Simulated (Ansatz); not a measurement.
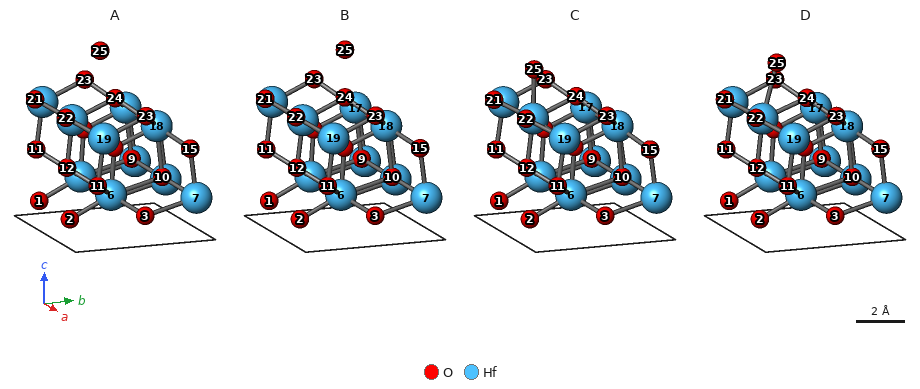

4 geometries from one constrained relaxation of a slab of composition Hf8O17 (cut from the P4_2/nmc phase), in shuffled order. Style: ball-and-stick. Shown: the cell of the calculation, outlined in the plane, without the vacuum (origin shifted), slightly off an axis.

Case: 1 O a cell, anchor, over a top O site. The slab is the (1 0 1) face of HfO2 with O on it. 12 atoms are held fixed.

These are results of DFT PBE+D3(BJ), scalar-relativistic, plane waves, PAW in Ansatz 0.2.0, not measurements. Set-up: plane-wave cutoff 420 eV; k-point mesh 2 × 3 × 1; occupations gaussian; smearing width 0.05 eV; collinear spin; dipole correction; atoms relaxed in a fixed cell; force threshold 0.04 eV/Å; at most 100 steps.

Put them in the order of the run, from the start to the converged end.

Answer. B, A, D, C. They are steps 0, 4, 8, 16, at +0.913 eV per cell of the calculation, +0.752 eV per cell of the calculation, +0.257 eV per cell of the calculation relative to the last. Over 16 geometry steps the energy falls by 0.913 eV per cell of the calculation. Largest force component: 0.71 eV/Å at the start, 0.017 eV/Å at the end. The atom that moves furthest is an O atom (1.97 Å at 69° to the normal (−c side)). By element the largest moves are O 1.97 Å, Hf 0.07 Å. The cell doesn't change. Near-neighbour distances that change, for instance: Hf–O 3.467 → 2.120 Å, Hf–O 2.364 → 2.281 Å, Hf–O 2.053 → 2.127 Å, Hf–O 2.526 → 2.591 Å. New bonds form: Hf–O (3.47 → 2.12 Å). Bond angles that change, for instance: Hf–O–Hf 119.1° → 123.8°, Hf–O–Hf 110.8° → 114.7°.

Limits of the set-up: the periodic images lie only 6.3 Å apart, so the values are limited by the cell's size.
